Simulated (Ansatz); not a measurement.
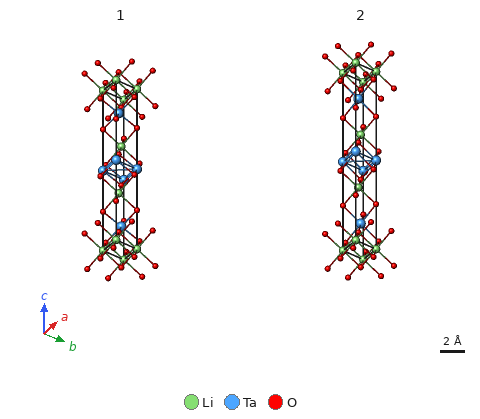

Two geometries of crystalline LiTaO$_{2}$ (built on the layered alpha-NaFeO2 type) (coarse preliminary run), drawn at one scale. One is the start of a relaxation, the other its converged end. A ball-and-stick model of the conventional cell (3 times the calculation's cell), seen from a free direction. Lengths and directions refer to the drawn axes.

Theory: Ansatz, DFT PBE, scalar-relativistic, plane waves, PAW. Set-up: plane-wave cutoff 420 eV; k-point mesh 6 × 6 × 6; occupations gaussian; smearing width 0.1 eV; no spin polarisation; cell and atoms relaxed; force threshold 0.05 eV/Å; at most 80 steps.

Which one is relaxed?

Answer. Structure 2 is the relaxed one. Over 6 accepted moves (9 points after the start) the energy falls by 1.203 eV per cell of the calculation. The largest force component goes from 4.6 to 0.0026 eV/Å. The pressure goes from 33.83 to −0.03 GPa. The SCF was repeated 3 times at an unchanged geometry on a basis and grid sized afresh for the cell, which shifted the energy by 25.8 meV per cell of the calculation at most. The largest moves relative to the cell, 0.17 Å, are those of O atoms. Ta and Li stay in place. The drawn cell changes as follows: a 2.958 → 2.876 Å (−2.8 %), b 2.958 → 2.875 Å (−2.8 %), c 14.630 → 16.235 Å (+11.0 %); the volume changes by +4.9 %. Some distances before and after: Li–Ta 2.977 → 3.175 Å, O–Ta 2.040 → 2.176 Å, Ta–Ta 2.958 → 2.875 Å, Li–O 2.160 → 2.108 Å. Among the angles between lasting bonds that change: Ta–O–Ta 92.9° → 82.7°, Li–O–Ta 90.2° → 95.6°, Li–O–Ta 175.4° → 177.8°. The space group stays R-3m (No. 166).
